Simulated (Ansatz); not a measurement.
**Zn₇F₁₆: geometry relaxation (part 1 of 3)**

- system: Zn₇F₁₆ (defect cell, 23 atoms in the cell)
- method: DFT PBE, scalar-relativistic, plane waves, PAW, no spin polarisation (Ansatz 0.2.0)

The structure derives from an entry of the Crystallography Open Database. It belongs to a series of runs on one base structure; here: Zn vacancy after atom 1 has jumped, atoms relaxed.

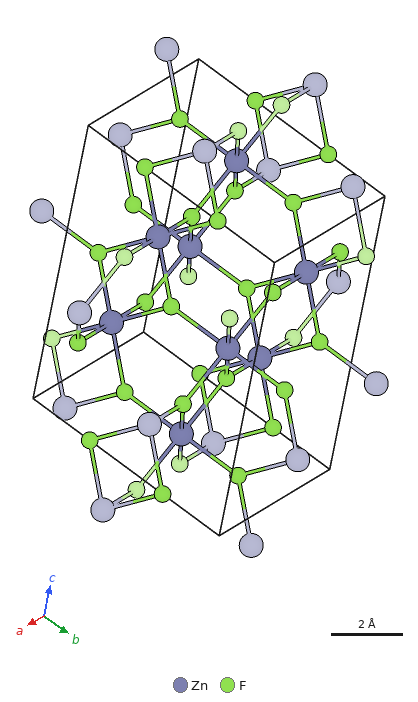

Figure 1. The structure as given in the input (ball-and-stick view of the cell of the calculation, seen slightly off an axis; neighbours outside the cell are drawn fainter).

Input file:
```yaml
crystal:
  lattice:
    - [4.800251152, -4.800251152, 0.0]
    - [-4.800251152, -4.800251152, 0.0]
    - [0.0, 4.800251152, -6.3503954162]
  atoms:
    - { symbol: Zn, position: [0.25, 1.25, 0.5] }
    - { symbol: Zn, position: [0.75, 0.75, 0.5] }
    - { symbol: Zn, position: [0.5, 0.5, 0.0] }
    - { symbol: Zn, position: [0.625, 0.125, 0.25] }
    - { symbol: Zn, position: [0.375, 0.875, 0.75] }
    - { symbol: Zn, position: [0.125, 0.625, 0.25] }
    - { symbol: Zn, position: [0.875, 0.375, 0.75] }
    - { symbol: F, position: [0.75, 0.445626766, 0.5] }
    - { symbol: F, position: [0.5, 0.195626766, 0.0] }
    - { symbol: F, position: [0.25, 0.945626766, 0.5] }
    - { symbol: F, position: [0.0, 0.695626766, 0.0] }
    - { symbol: F, position: [0.320626766, 0.125, 0.25] }
    - { symbol: F, position: [0.070626766, 0.875, 0.75] }
    - { symbol: F, position: [0.820626766, 0.625, 0.25] }
    - { symbol: F, position: [0.570626766, 0.375, 0.75] }
    - { symbol: F, position: [0.75, 0.054373234, 0.5] }
    - { symbol: F, position: [0.5, 0.804373234, 0.0] }
    - { symbol: F, position: [0.25, 0.554373234, 0.5] }
    - { symbol: F, position: [0.0, 0.304373234, 0.0] }
    - { symbol: F, position: [0.929373234, 0.125, 0.25] }
    - { symbol: F, position: [0.679373234, 0.875, 0.75] }
    - { symbol: F, position: [0.429373234, 0.625, 0.25] }
    - { symbol: F, position: [0.179373234, 0.375, 0.75] }
basis:
  ecutwfc: 420
kpoints:
  mp_grid: { grid: [4, 4, 4] }
hamiltonian:
  xc: pbe
scf:
  occupations: { method: gaussian, width: 0.05 }
output:
  forces: true
  stress: true
  eigenvalues: true
  write_density: true
  write_potential: true
  elf: true
  volumetric_format: npy
relax:
  adjacent_minimum: "off"
  f_tol: 0.02
  max_steps: 50
```

Hardware: 4 threads of Intel Xeon @ 2.50GHz (Skylake/Cascade Lake), 64 GiB of memory available, shared host.

Run as:
```bash
ansatz run input.yaml --threads 4 --pin off --max-ram 9216MiB --backend cpu --events-out ev --progress --plain --runs-dir out
```

The program's output:
```
Warning: output.stress: scf.convergence.dr2_threshold = 1e-7 eV (the SCF's general default) is looser than the 2.3e-9 eV advised for a printed stress (1e-10 eV for each atom of the cell: 23). What an SCF threshold leaves in a stress goes as its square root, and in the free energy as the threshold itself, and one threshold admits the most on a small cell: of the crystals measured, under no hybrid functional and no lock of the moments, on runs that ended without the residual-converged pass, on stresses that held no estimate of that error, the worst erred by over 100 MPa in a component at 1e-7 eV an atom and by under 5 at 1e-10. Every solve of this run answers to scf.convergence.dr2_threshold, and the tensor of one is reported: a single SCF on the reported geometry and on this run's grids (its basis.xc_grid and basis.ecutrho_ratio typed), with scf.convergence.dr2_threshold at 2.3e-9 eV or tighter, prints it and tightens no other solve. Else set scf.convergence.dr2_threshold to 2.3e-9 eV or tighter. The threshold is an SCF's pass mark: one that does not reach it within its budget of iterations ends unconverged, or closes short of it on a stop that the run arms, and scf.convergence.dr2_threshold's page says what that costs each kind of run
Engine: ansatz 0.2.0, x86_64-unknown-linux-gnu
Pseudopotentials: kind: paw
Pseudopotential: Zn, paw, valence charge 12, recommended cutoff 420 eV (normal), Zn.paw.azcp
Pseudopotential: F, paw, valence charge 7, recommended cutoff 420 eV (normal), F.paw.azcp
Functional definition: PBE
  parameter kappa = 0.804
  parameter beta = 0.06672455060314922
  exchange = pbe_x(kappa = kappa, mu = beta*pi^2/3)
  correlation = pbe_c(beta = beta)
Crystal: 23 atoms, lattice volume = 292.657 Å³
Basis set: ecut = 420 eV, 5737 PW (Γ), exchange–correlation on 96×96×108 points (8 copies of the dense FFT grid, shifted against one another)
Bands: 121, of which v1, the nominal top of the filled ones, is band 98 counted from 1 (97 counted from 0)
Symmetry: 8 space group operations
Space group: Immm (ITA 71), of the structure as read, at distance tolerance 6.6e-5 Å
k-points: 18 of 64
Non-local potential: Zn, projectors of the file, l = 0: 2, l = 1: 2, l = 2: 3, l = 3: 1
Non-local potential: F, projectors of the file, l = 0: 2, l = 1: 2, l = 2: 1
PAW form: soft (Blöchl's): semilocal exchange-correlation on the pseudo side does not see the compensation charge
PAW one-centre angular grid: Zn, 590 points (default); XC on 64 Gauss nodes
PAW one-centre angular grid: F, 110 points (default); XC on 64 Gauss nodes
Initial density: superposition of atomic densities (neutral atoms: chi_scale 0, normalization atom), corrected by the library's trained network
Initial wavefunctions: pseudopotential atomic-orbital guess
Functional: x = pbe(κ = 0.804, μ = 0.2195149727645171), c = pbe(β = 0.06672455060314922)
SCF iter   1: F=—  HF=-36169.384679 eV  |F-HF|=—  |Δ(HF+E_count)|=         —  Δρ=2.00e-2  dr2=7.93e-1  ethr=1.77e-3  ⟨swp⟩=6.0  Hψ=8526  notcnv=0  defer=24
preconditioner: auto → LDOS  [metal: Δε(μ)=0.006 eV  Ē_g=15.567 eV  σ=0.050 eV  W_gap=0.07  n_scr=84 (ndim 8)  ℏωp=30.4 eV  f_vac=0.155  D(μ)=23.54/eV (n_scr^D=262)  β→1.0]
SCF iter   2: F=—  HF=-36169.290304 eV  |F-HF|=—  |Δ(HF+E_count)|=   9.44e-2  Δρ=1.28e-2  dr2=3.04e-1  ethr=4.05e-4  ⟨swp⟩=2.0  Hψ=2654  notcnv=0  defer=267
SCF iter   3: F=—  HF=-36169.298385 eV  |F-HF|=—  |Δ(HF+E_count)|=   8.08e-3  Δρ=5.86e-3  dr2=7.93e-2  ethr=1.55e-4  ⟨swp⟩=2.0  Hψ=2040  notcnv=0  defer=267
SCF iter   4: F=—  HF=-36169.292897 eV  |F-HF|=—  |Δ(HF+E_count)|=   5.49e-3  Δρ=4.12e-3  dr2=3.75e-2  ethr=4.04e-5  ⟨swp⟩=1.2  Hψ=1917  notcnv=0  defer=267
SCF iter   5: F=—  HF=-36169.290630 eV  |F-HF|=—  |Δ(HF+E_count)|=   2.27e-3  Δρ=3.20e-3  dr2=2.17e-2  ethr=1.91e-5  ⟨swp⟩=2.8  Hψ=3482  notcnv=0  defer=267
SCF iter   6: F=—  HF=-36169.287728 eV  |F-HF|=—  |Δ(HF+E_count)|=   2.90e-3  Δρ=2.17e-3  dr2=1.33e-2  ethr=1.11e-5  ⟨swp⟩=2.3  Hψ=2959  notcnv=0  defer=267
SCF iter   7: F=—  HF=-36169.286854 eV  |F-HF|=—  |Δ(HF+E_count)|=   8.74e-4  Δρ=1.44e-3  dr2=5.09e-3  ethr=6.79e-6  ⟨swp⟩=1.2  Hψ=2393  notcnv=0  defer=267
SCF iter   8: F=—  HF=-36169.285977 eV  |F-HF|=—  |Δ(HF+E_count)|=   8.77e-4  Δρ=4.62e-4  dr2=6.25e-4  ethr=2.60e-6  ⟨swp⟩=2.7  Hψ=3519  notcnv=0  defer=267
SCF iter   9: F=—  HF=-36169.285961 eV  |F-HF|=—  |Δ(HF+E_count)|=   1.60e-5  Δρ=3.50e-4  dr2=4.00e-4  ethr=3.19e-7  ⟨swp⟩=1.4  Hψ=1989  notcnv=0  defer=267
SCF iter  10: F=—  HF=-36169.285933 eV  |F-HF|=—  |Δ(HF+E_count)|=   2.80e-5  Δρ=2.58e-4  dr2=1.68e-4  ethr=2.04e-7  ⟨swp⟩=2.0  Hψ=2308  notcnv=0  defer=267
SCF iter  11: F=—  HF=-36169.285914 eV  |F-HF|=—  |Δ(HF+E_count)|=   1.97e-5  Δρ=1.51e-4  dr2=5.86e-5  ethr=8.57e-8  ⟨swp⟩=1.0  Hψ=1911  notcnv=0  defer=267
SCF iter  12: F=—  HF=-36169.285914 eV  |F-HF|=—  |Δ(HF+E_count)|=   3.56e-7  Δρ=1.17e-4  dr2=3.09e-5  ethr=2.99e-8  ⟨swp⟩=2.3  Hψ=2456  notcnv=0  defer=267
SCF iter  13: F=-36169.285901 eV  HF=-36169.285910 eV  |F-HF|=9.33e-6  |Δ(HF+E_count)|=   4.12e-6  Δρ=6.63e-5  dr2=9.88e-6  ethr=5.10e-9  ⟨swp⟩=14.1  Hψ=18741  notcnv=0
SCF 1 converged in 13 iterations: F = -36169.285901 eV  dr2 = 9.88e-6
  greatest PAW one-centre occupation: 0.994 electrons in one spin orbital (limit 2), on the Zn atom at site 4 (counted from 0), in its partial waves of l = 2
relax step   1: F+E_penalty+E_count = -36169.28590064 eV  Δ(F+E_penalty+E_count) = +0.000e0 eV  max|allowed force component| = 1.122e0 eV/Å  Δτ_max = 0.0000 Å  (13 SCF iters, dr2 threshold 1.00e-5 eV, accepted)
Initial density: handed on by an earlier stage of this run
Initial wavefunctions: those handed on with the density
iter 1 solved again at ethr=4.02e-4 eV; its pass at ethr=3.10e-3 eV (dr2=7.89e-1 eV) is discarded
SCF iter   1: F=—  HF=-36169.787904 eV  |F-HF|=—  |Δ(HF+E_count)|=         —  Δρ=1.93e-2  dr2=7.89e-1  ethr=4.02e-4  ⟨swp⟩=1.0  Hψ=6653  notcnv=0  defer=272
preconditioner: auto → LDOS  [metal: Δε(μ)=0.009 eV  Ē_g=15.724 eV  σ=0.050 eV  W_gap=0.10  n_scr=84 (ndim 8)  ℏωp=30.4 eV  f_vac=0.165  D(μ)=23.82/eV (n_scr^D=270)  β→1.0]
SCF iter   2: F=—  HF=-36169.718464 eV  |F-HF|=—  |Δ(HF+E_count)|=   6.94e-2  Δρ=8.94e-3  dr2=1.17e-1  ethr=4.02e-4  ⟨swp⟩=2.0  Hψ=2301  notcnv=0  defer=272
SCF iter   3: F=—  HF=-36169.713901 eV  |F-HF|=—  |Δ(HF+E_count)|=   4.56e-3  Δρ=4.67e-3  dr2=5.97e-2  ethr=5.96e-5  ⟨swp⟩=2.0  Hψ=3632  notcnv=0  defer=272
SCF iter   4: F=—  HF=-36169.716529 eV  |F-HF|=—  |Δ(HF+E_count)|=   2.63e-3  Δρ=4.27e-3  dr2=4.87e-2  ethr=3.05e-5  ⟨swp⟩=1.9  Hψ=3227  notcnv=0  defer=272
SCF iter   5: F=—  HF=-36169.712449 eV  |F-HF|=—  |Δ(HF+E_count)|=   4.08e-3  Δρ=3.72e-3  dr2=3.97e-2  ethr=2.48e-5  ⟨swp⟩=1.0  Hψ=2071  notcnv=0  defer=272
SCF iter   6: F=—  HF=-36169.711912 eV  |F-HF|=—  |Δ(HF+E_count)|=   5.37e-4  Δρ=2.68e-3  dr2=2.15e-2  ethr=2.02e-5  ⟨swp⟩=1.0  Hψ=2181  notcnv=0  defer=272
SCF iter   7: F=—  HF=-36169.710755 eV  |F-HF|=—  |Δ(HF+E_count)|=   1.16e-3  Δρ=1.30e-3  dr2=3.62e-3  ethr=1.10e-5  ⟨swp⟩=1.0  Hψ=1906  notcnv=0  defer=272
SCF iter   8: F=—  HF=-36169.710969 eV  |F-HF|=—  |Δ(HF+E_count)|=   2.14e-4  Δρ=9.00e-4  dr2=1.63e-3  ethr=1.85e-6  ⟨swp⟩=2.0  Hψ=3340  notcnv=0  defer=272
SCF iter   9: F=—  HF=-36169.710724 eV  |F-HF|=—  |Δ(HF+E_count)|=   2.45e-4  Δρ=6.20e-4  dr2=9.92e-4  ethr=8.31e-7  ⟨swp⟩=2.8  Hψ=3317  notcnv=0  defer=272
SCF iter  10: F=—  HF=-36169.710560 eV  |F-HF|=—  |Δ(HF+E_count)|=   1.64e-4  Δρ=3.11e-4  dr2=2.40e-4  ethr=5.06e-7  ⟨swp⟩=2.3  Hψ=2964  notcnv=0  defer=272
SCF iter  11: F=—  HF=-36169.710584 eV  |F-HF|=—  |Δ(HF+E_count)|=   2.40e-5  Δρ=2.23e-4  dr2=1.24e-4  ethr=1.23e-7  ⟨swp⟩=1.9  Hψ=2171  notcnv=0  defer=272
SCF iter  12: F=-36169.710548 eV  HF=-36169.710570 eV  |F-HF|=2.17e-5  |Δ(HF+E_count)|=   1.38e-5  Δρ=9.20e-5  dr2=2.62e-5  ethr=4.01e-8  ⟨swp⟩=14.4  Hψ=18162  notcnv=0
SCF 2 converged in 12 iterations: F = -36169.710548 eV  dr2 = 2.62e-5
relax step   2: F+E_penalty+E_count = -36169.71054828 eV  Δ(F+E_penalty+E_count) = -4.246e-1 eV  max|allowed force component| = 8.900e-1 eV/Å  Δτ_max = 0.0939 Å  (12 SCF iters, dr2 threshold 7.87e-5 eV, accepted)
iter 1 solved again at ethr=8.44e-4 eV; its pass at ethr=3.10e-3 eV (dr2=1.65e0 eV) is discarded
SCF iter   1: F=—  HF=-36170.432989 eV  |F-HF|=—  |Δ(HF+E_count)|=         —  Δρ=3.16e-2  dr2=1.65e0  ethr=8.44e-4  ⟨swp⟩=1.0  Hψ=8405  notcnv=0  defer=260
preconditioner: auto → LDOS  [metal: Δε(μ)=0.019 eV  Ē_g=15.885 eV  σ=0.050 eV  W_gap=0.21  n_scr=84 (ndim 8)  ℏωp=30.4 eV  f_vac=0.174  D(μ)=14.13/eV (n_scr^D=128)  β→1.0]
SCF iter   2: F=—  HF=-36170.170357 eV  |F-HF|=—  |Δ(HF+E_count)|=   2.63e-1  Δρ=3.67e-2  dr2=3.30e0  ethr=8.41e-4  ⟨swp⟩=3.1  Hψ=3591  notcnv=0  defer=260
SCF iter   3: F=—  HF=-36170.060318 eV  |F-HF|=—  |Δ(HF+E_count)|=   1.10e-1  Δρ=1.19e-2  dr2=2.63e-1  ethr=8.41e-4  ⟨swp⟩=2.0  Hψ=2643  notcnv=0  defer=273
SCF iter   4: F=—  HF=-36170.047967 eV  |F-HF|=—  |Δ(HF+E_count)|=   1.24e-2  Δρ=8.05e-3  dr2=1.93e-1  ethr=1.34e-4  ⟨swp⟩=1.4  Hψ=1925  notcnv=0  defer=273
SCF iter   5: F=—  HF=-36170.042420 eV  |F-HF|=—  |Δ(HF+E_count)|=   5.55e-3  Δρ=6.40e-3  dr2=1.09e-1  ethr=9.85e-5  ⟨swp⟩=1.0  Hψ=1905  notcnv=0  defer=273
SCF iter   6: F=—  HF=-36170.033045 eV  |F-HF|=—  |Δ(HF+E_count)|=   9.38e-3  Δρ=2.88e-3  dr2=1.52e-2  ethr=5.58e-5  ⟨swp⟩=1.0  Hψ=1905  notcnv=0  defer=273
SCF iter   7: F=—  HF=-36170.033507 eV  |F-HF|=—  |Δ(HF+E_count)|=   4.62e-4  Δρ=2.07e-3  dr2=1.16e-2  ethr=7.74e-6  ⟨swp⟩=2.1  Hψ=2903  notcnv=0  defer=273
SCF iter   8: F=—  HF=-36170.032273 eV  |F-HF|=—  |Δ(HF+E_count)|=   1.23e-3  Δρ=1.42e-3  dr2=7.08e-3  ethr=5.90e-6  ⟨swp⟩=2.6  Hψ=2922  notcnv=0  defer=273
SCF iter   9: F=—  HF=-36170.032131 eV  |F-HF|=—  |Δ(HF+E_count)|=   1.42e-4  Δρ=6.63e-4  dr2=1.04e-3  ethr=3.61e-6  ⟨swp⟩=1.0  Hψ=1972  notcnv=0  defer=273
SCF iter  10: F=—  HF=-36170.032108 eV  |F-HF|=—  |Δ(HF+E_count)|=   2.31e-5  Δρ=5.51e-4  dr2=8.31e-4  ethr=5.29e-7  ⟨swp⟩=1.0  Hψ=1951  notcnv=0  defer=273
SCF iter  11: F=—  HF=-36170.032073 eV  |F-HF|=—  |Δ(HF+E_count)|=   3.49e-5  Δρ=6.39e-4  dr2=1.02e-3  ethr=4.24e-7  ⟨swp⟩=1.0  Hψ=1942  notcnv=0  defer=273
SCF iter  12: F=—  HF=-36170.032015 eV  |F-HF|=—  |Δ(HF+E_count)|=   5.82e-5  Δρ=3.33e-4  dr2=2.23e-4  ethr=4.24e-7  ⟨swp⟩=1.0  Hψ=2005  notcnv=0  defer=273
SCF iter  13: F=—  HF=-36170.031990 eV  |F-HF|=—  |Δ(HF+E_count)|=   2.43e-5  Δρ=2.06e-4  dr2=1.13e-4  ethr=1.14e-7  ⟨swp⟩=1.0  Hψ=1940  notcnv=0  defer=273
SCF iter  14: F=—  HF=-36170.031982 eV  |F-HF|=—  |Δ(HF+E_count)|=   8.45e-6  Δρ=1.64e-4  dr2=7.94e-5  ethr=5.79e-8  ⟨swp⟩=1.0  Hψ=1905  notcnv=0  defer=273
SCF iter  15: F=-36170.031959 eV  HF=-36170.031978 eV  |F-HF|=1.89e-5  |Δ(HF+E_count)|=   3.79e-6  Δρ=9.10e-5  dr2=2.11e-5  ethr=2.53e-8  ⟨swp⟩=14.2  Hψ=17432  notcnv=0
SCF 3 converged in 15 iterations: F = -36170.031959 eV  dr2 = 2.11e-5
relax step   3: F+E_penalty+E_count = -36170.03195933 eV  Δ(F+E_penalty+E_count) = -3.214e-1 eV  max|allowed force component| = 1.844e-1 eV/Å  Δτ_max = 0.1643 Å  (15 SCF iters, dr2 threshold 4.95e-5 eV, accepted)
SCF iter   1: F=—  HF=-36170.057715 eV  |F-HF|=—  |Δ(HF+E_count)|=         —  Δρ=6.42e-3  dr2=7.46e-2  ethr=3.08e-4  ⟨swp⟩=3.1  Hψ=4454  notcnv=0  defer=273
preconditioner: auto → LDOS  [metal: Δε(μ)=0.005 eV  Ē_g=15.836 eV  σ=0.050 eV  W_gap=0.05  n_scr=84 (ndim 8)  ℏωp=30.4 eV  f_vac=0.174  D(μ)=30.55/eV (n_scr^D=412)  β→1.0]
SCF iter   2: F=—  HF=-36170.047672 eV  |F-HF|=—  |Δ(HF+E_count)|=   1.00e-2  Δρ=2.61e-3  dr2=1.52e-2  ethr=3.80e-5  ⟨swp⟩=2.0  Hψ=4132  notcnv=0  defer=273
SCF iter   3: F=—  HF=-36170.044711 eV  |F-HF|=—  |Δ(HF+E_count)|=   2.96e-3  Δρ=1.12e-3  dr2=3.13e-3  ethr=7.75e-6  ⟨swp⟩=2.0  Hψ=3379  notcnv=0  defer=273
SCF iter   4: F=—  HF=-36170.045137 eV  |F-HF|=—  |Δ(HF+E_count)|=   4.25e-4  Δρ=1.31e-3  dr2=4.30e-3  ethr=1.60e-6  ⟨swp⟩=2.8  Hψ=3683  notcnv=0  defer=273
SCF iter   5: F=—  HF=-36170.044843 eV  |F-HF|=—  |Δ(HF+E_count)|=   2.93e-4  Δρ=7.51e-4  dr2=1.28e-3  ethr=1.60e-6  ⟨swp⟩=1.0  Hψ=1905  notcnv=0  defer=273
SCF iter   6: F=—  HF=-36170.044634 eV  |F-HF|=—  |Δ(HF+E_count)|=   2.09e-4  Δρ=4.81e-4  dr2=5.30e-4  ethr=6.55e-7  ⟨swp⟩=1.0  Hψ=1905  notcnv=0  defer=273
SCF iter   7: F=—  HF=-36170.044580 eV  |F-HF|=—  |Δ(HF+E_count)|=   5.41e-5  Δρ=3.67e-4  dr2=3.38e-4  ethr=2.70e-7  ⟨swp⟩=2.8  Hψ=3230  notcnv=0  defer=273
SCF iter   8: F=—  HF=-36170.044556 eV  |F-HF|=—  |Δ(HF+E_count)|=   2.39e-5  Δρ=2.16e-4  dr2=1.38e-4  ethr=1.72e-7  ⟨swp⟩=2.6  Hψ=3374  notcnv=0  defer=273
SCF iter   9: F=—  HF=-36170.044551 eV  |F-HF|=—  |Δ(HF+E_count)|=   4.53e-6  Δρ=8.11e-5  dr2=1.64e-5  ethr=7.05e-8  ⟨swp⟩=1.8  Hψ=1925  notcnv=0  defer=273
SCF iter  10: F=—  HF=-36170.044551 eV  |F-HF|=—  |Δ(HF+E_count)|=   5.12e-7  Δρ=4.83e-5  dr2=5.52e-6  ethr=8.37e-9  ⟨swp⟩=1.0  Hψ=1905  notcnv=0  defer=273
SCF iter  11: F=—  HF=-36170.044551 eV  |F-HF|=—  |Δ(HF+E_count)|=   2.48e-7  Δρ=4.16e-5  dr2=4.08e-6  ethr=1.08e-9  ⟨swp⟩=15.3  Hψ=16203  notcnv=0
SCF iter  12: F=-36170.044549 eV  HF=-36170.044550 eV  |F-HF|=1.61e-6  |Δ(HF+E_count)|=   2.46e-7  Δρ=2.63e-5  dr2=1.60e-6  ethr=1.08e-9  ⟨swp⟩=7.1  Hψ=13555  notcnv=0
SCF 4 converged in 12 iterations: F = -36170.044549 eV  dr2 = 1.60e-6
relax step   4: F+E_penalty+E_count = -36170.04454885 eV  Δ(F+E_penalty+E_count) = -1.259e-2 eV  max|allowed force component| = 1.540e-1 eV/Å  Δτ_max = 0.0205 Å  (12 SCF iters, dr2 threshold 2.13e-6 eV, accepted)
```
